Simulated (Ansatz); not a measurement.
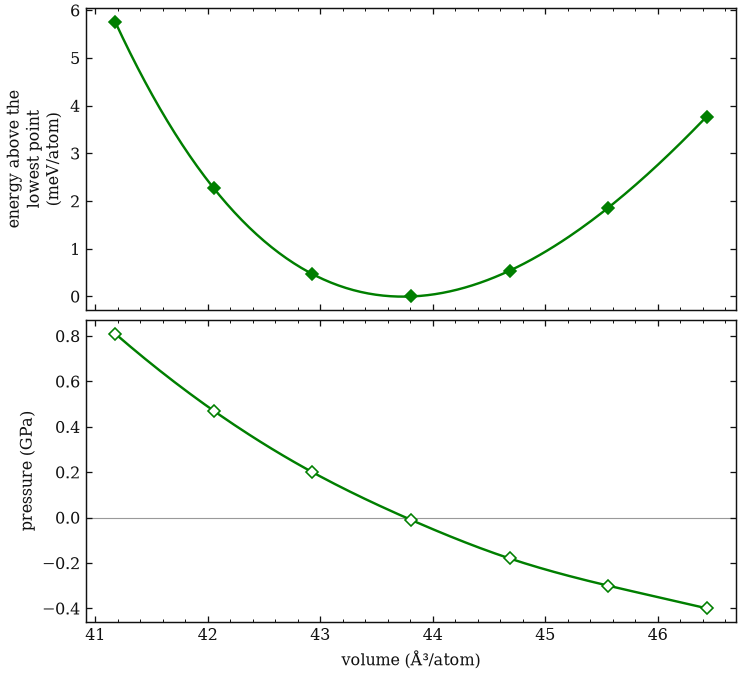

The plot gives the computed energy above the lowest point and pressure against volume for Y, space group Fd-3m (No. 227) (one of a set of cubic test structures, which need not be the stable phase).

Calculation (Ansatz 0.2.0 development build): equation of state of a cubic crystal from periodic Kohn-Sham density functional theory without spin; pressure corrected for the finite basis. Level: PBE.

structure type diamond; atoms in cell 2; space group number 227; lattice centring face-centred primitive; k mesh 27×27×27; occupation method Fermi–Dirac; occupation width 0.06123 eV; wave cutoff 420 eV; datasets soft-1 PAW; density tolerance 1e−07 eV; bands 15; density cutoff ratio 4; search for lower states default.

**At which volume is the energy above the lowest point least?**

The lowest computed point is at volume 43.81 Å³/atom (0.000 meV/atom), in a single well.

**What does the pressure do across the range?**

It falls from 0.81 GPa at volume 41.18 Å³/atom to −0.40 GPa at 46.44 Å³/atom, and changes sign near 43.77 Å³/atom.

Limits of the calculation: cubic model structure, not the ambient form.

The computed values:

```tsv
volume (Å³/atom)	energy above the lowest point (meV/atom)	pressure (GPa)
41.18	5.754	0.81
42.06	2.266	0.47
42.93	0.470	0.20
43.81	0.000	-0.01
44.68	0.540	-0.18
45.56	1.859	-0.30
46.44	3.773	-0.40
```
